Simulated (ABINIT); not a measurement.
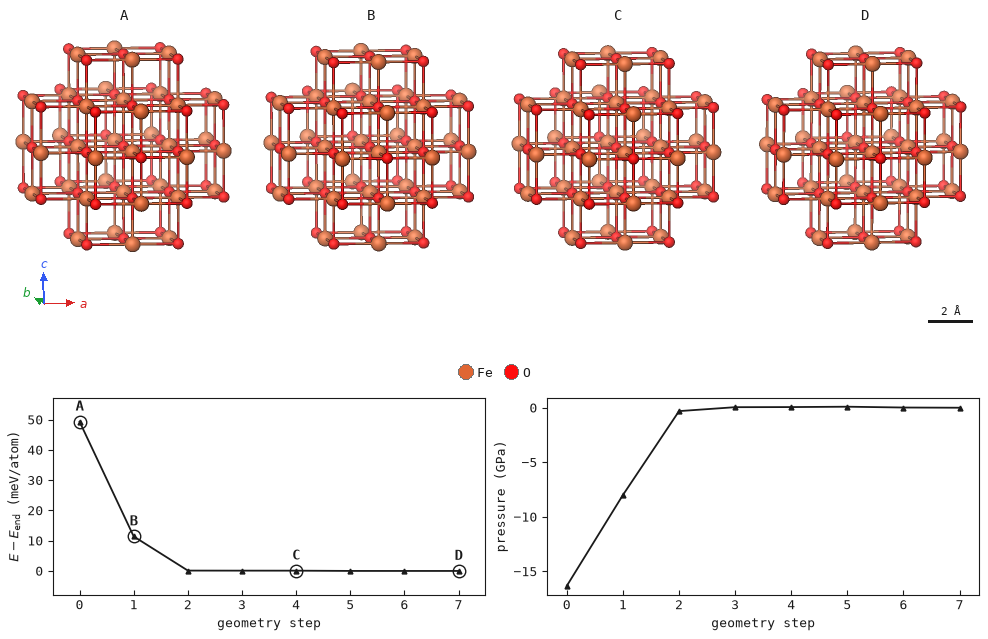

Frames of a relaxation of crystalline FeO (set up in R-3m), marked on the history of the run. A ball-and-stick model of the larger cell on standard axes (4 times the calculation's cell), seen slightly off an axis.

The run lets cell and atoms move.

Theory: Kohn-Sham DFT of a periodic cell, LDA, JTH PAW LDA v2.0 (ABINIT 10.8.3).

Input
```
# Pseudopotentials
pp_dirpath "./"
pseudos "Fe.LDA_PW-JTH.xml, O.LDA_PW-JTH.xml"

# Structure
acell 3*1.0
rprim
     2.8701555377     1.6570850723     4.7613110177
    -2.8701555377     1.6570850723     4.7613110177
     0.0000000000    -3.3141701446     4.7613110177
ntypat 2
znucl 26 8
natom 2
typat 1 2
chkprim 0
chksymtnons 0
tolsym 1.0e-6
xred
            0.0            0.0            0.0
            1/2            1/2            1/2

# Plane-wave basis
ecut 26.0
pawecutdg 48.0
ecutsm 0.5

# k points
kptopt 1
ngkpt 8 8 8
nshiftk 1
shiftk 0.0 0.0 0.0

# Exchange and correlation
ixc 7

# Bands and occupations
nband 16
occopt 3
tsmear 0.05 eV

# Spin
nsppol 2
spinat
     0.0000000000     0.0000000000     3.0000000000
     0.0000000000     0.0000000000     0.0000000000

# SCF cycle
nstep 80
tolvrs 1.0e-10

# Output
iomode 3
prteig 0
prtebands 0
prtwf 0
prtden 0

# Relaxation
ionmov 2
optcell 2
ntime 50
tolmxf 2.0e-5
dilatmx 1.08
```

Command:
```bash
mpirun --bind-to none -np 4 abinit run.abi > log 2>&1
```

Question: What happens along the run?

Answer: The energy falls by 49.4 meV per atom in 7 geometry steps. All forces vanish by symmetry, so only the cell relaxes. Pressure: −16.32 GPa at the start and 0.00 GPa at the end. The atoms keep their places relative to the cell (all moves are under 0.005 Å). The drawn cell changes as follows: a = b = c 4.319 → 4.182 Å (−3.2 %), α 89.4° → 90.0°, β 90.6° → 90.0°, γ 90.6° → 90.0°; the volume changes by −9.2 %. Among the contacts that change: Fe–O 2.159 → 2.091 Å. Within 0.06 Å the space group is Fm-3m at the start and Fm-3m at the end; at a tighter tolerance small leftover displacements or strains of the cell lower it. Cost: 2.4 min on 4 threads of Arm Neoverse V2, on a shared host, peak memory 0.44 GiB. From step 0 to 1: volume −4.9 %, energy −37.9 meV per atom. From step 1 to 4: volume −4.5 %, energy −11.3 meV per atom. From step 4 to 7: energy −0.1 meV per atom.

```tsv
step	E − E(0), meV/atom	pressure, GPa	volume, Å³/atom
0	0.00	-16.32	10.067
1	-37.95	-8.00	9.573
2	-49.23	-0.31	9.155
3	-49.25	0.05	9.139
4	-49.26	0.06	9.138
5	-49.35	0.10	9.138
6	-49.35	0.02	9.142
7	-49.35	0.00	9.143
```

Limits of the set-up: only the magnetic order of this start and cell was tried (total moment 3.8 μB per cell).
